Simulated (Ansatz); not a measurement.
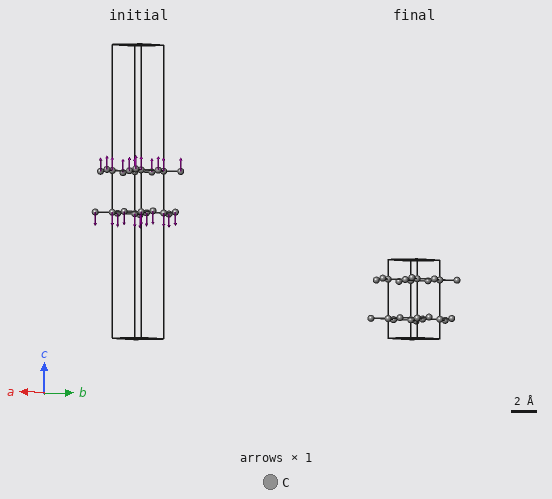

The structure of crystalline C (set up in P-3m1) before (left) and after (right) a relaxation, at one scale. The purple arrows give the displacements (the part carried along by the change of the cell is left out), at their true length.

A ball-and-stick model of the cell of the calculation, seen from a free direction.

Case: relaxed at 3 GPa.

Theory: Ansatz 0.2.0, DFT PBE+D3(BJ), scalar-relativistic, plane waves, PAW.

The input:
```yaml
crystal:
  lattice:
    - [2.442150342, 0.0, 0.0]
    - [-1.221075171, 2.114964236, 0.0]
    - [0.0, 0.0, 23.6979666501]
  atoms:
    - { symbol: C, position: [0.0, 0.0, 0.5711557781] }
    - { symbol: C, position: [0.0, 0.0, 0.4288442219] }
    - { symbol: C, position: [0.3333333333, 0.6666666667, 0.4288237727] }
    - { symbol: C, position: [0.6666666667, 0.3333333333, 0.5711762273] }
basis:
  ecutwfc: 420
kpoints:
  mp_grid: { grid: [18, 18, 2] }
hamiltonian:
  xc: pbe
  dispersion: d3bj
scf:
  occupations: { method: gaussian, width: 0.1 }
output:
  forces: true
  stress: true
  eigenvalues: true
relax:
  adjacent_minimum: "off"
  f_tol: 0.008
  max_steps: 50
  cell: { stress_tol: 0.08, p_target: 3.0 }
```

Run as
```bash
ansatz run input.yaml --threads 1 --pin off --max-ram 2560MiB --backend cpu --events-out ev --progress --plain --runs-dir out
```

> What changed between the two?

The largest moves relative to the cell, 1.13 Å, are those of C1, C2, C3 and C4. C2 goes along −c. The drawn cell changes as follows: a = b 2.442 → 2.459 Å (+0.7 %), c 23.698 → 6.343 Å (−73.2 %); the volume changes by −72.9 %. Among the contacts that change: C1–C4 1.410 → 1.420 Å. The space group (tolerance 0.01 Å) goes from P-3m1 (No. 164) to P6_3/mmc (No. 194). The energy falls by 0.124 eV per cell of the calculation in 32 accepted moves (34 points after the start). With the target pressure of 3 GPa, the enthalpy E + pV changes by −1.794 eV per cell of the calculation. The largest force component goes from 0.0034 to 0.0011 eV/Å. Pressure: 2.43 GPa at the start and 3.01 GPa at the end. The SCF was repeated twice at an unchanged geometry on a basis and grid sized afresh for the cell, which shifted the energy by 8.6 meV per cell of the calculation at most.
